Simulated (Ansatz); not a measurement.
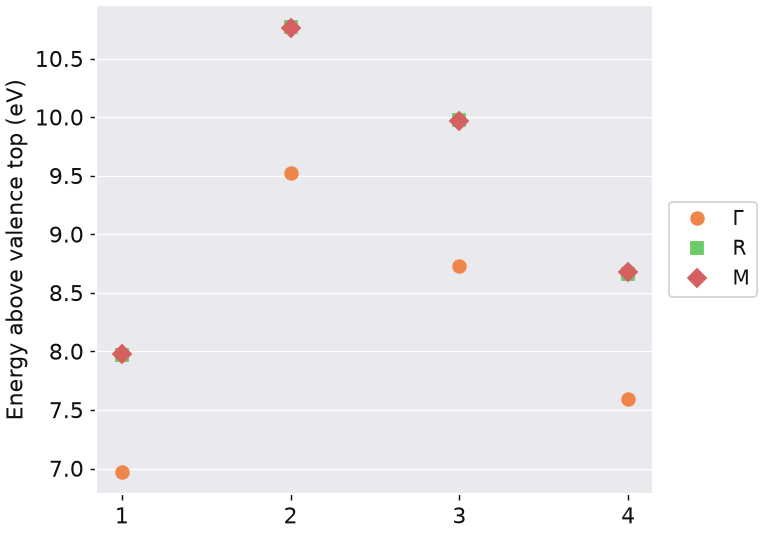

Lowest conduction level at each named k point, counted from the valence-band top at Γ, by several methods on one cell of CO₂, space group Pa-3 (No. 205), 12 atoms in the cell, relaxed with r2SCAN+rVV10; cubic a = 5.442 Å. All runs are without spin-orbit coupling and carry no moments. The cell is at 5 GPa in PBE.

### Which column is which method? They are r2SCAN, HSE06, PBE and PBE0.

1 is PBE; 2 is PBE0; 3 is HSE06; 4 is r2SCAN.

| method | program | Γ (eV) | R (eV) | M (eV) |
| --- | --- | --- | --- | --- |
| PBE | Ansatz | 6.97 | 7.97 | 7.98 |
| r2SCAN | Ansatz | 7.59 | 8.66 | 8.68 |
| HSE06 | Ansatz | 8.73 | 9.98 | 9.97 |
| PBE0 | Ansatz | 9.52 | 10.77 | 10.76 |

### Does PBE0 shift these levels rigidly from PBE?

The shifts are +2.55 eV at Γ, +2.80 eV at R and +2.78 eV at M, and at points that aren't plotted +2.79 eV (X): over the named points that both runs hold, a spread of 0.25 eV on a mean of 2.73 eV, so one shift describes them only roughly.

Settings. PBE: Ansatz PAW set, 6×6×6 k mesh, 420 eV cutoff, Fermi-Dirac smearing of 0.02 eV (Ansatz). r2SCAN: Ansatz PAW set, 6×6×6 k mesh, 500 eV cutoff, fixed occupations (Ansatz). HSE06: Ansatz PAW set, 4×4×4 k mesh, 420 eV cutoff, fixed occupations (Ansatz 0.2.0). PBE0: Ansatz PAW set, 4×4×4 k mesh, 420 eV cutoff, fixed occupations (Ansatz 0.2.0).

r2SCAN, HSE06 and PBE0: the PAW data sets were made with another functional. LDA, GGA and most meta-GGA functionals understate gaps.
